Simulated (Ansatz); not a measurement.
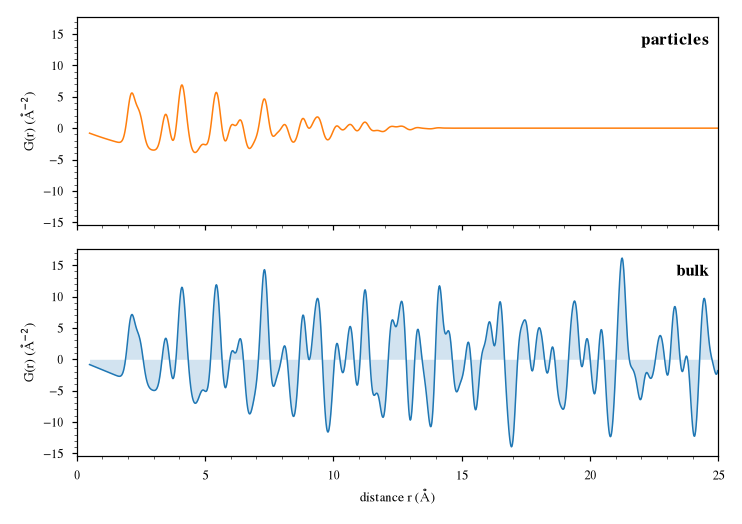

The curve is a calculated X-ray PDF: distances of the static structure, each pair weighted by the product of the atomic numbers (X-ray weights at Q = 0), broadened by Gaussians with σ = 0.15 Å, for spherical particles of C with the bulk structure: the bulk G(r) is multiplied by the envelope of a sphere of diameter D, 1 − 3r/2D + r³/2D³, with no surface relaxation. The number density is 0.134 atoms per Å³. It is based on the geometry relaxed with DFT, BLYP, plane waves (420 eV) with PAW, scalar-relativistic in Ansatz 0.2.0; the starting structure was generated, so it need not be a known form of this composition.

Estimate the particle diameter.

About 15 Å (1.5 nm): the signal is half of the bulk amplitude at r ≈ 5.2 Å and vanishes at r = D, fading from view somewhat earlier.

Roughly how many atoms does one particle hold?

About 240 (number density 0.134 Å⁻³ times πD³/6).
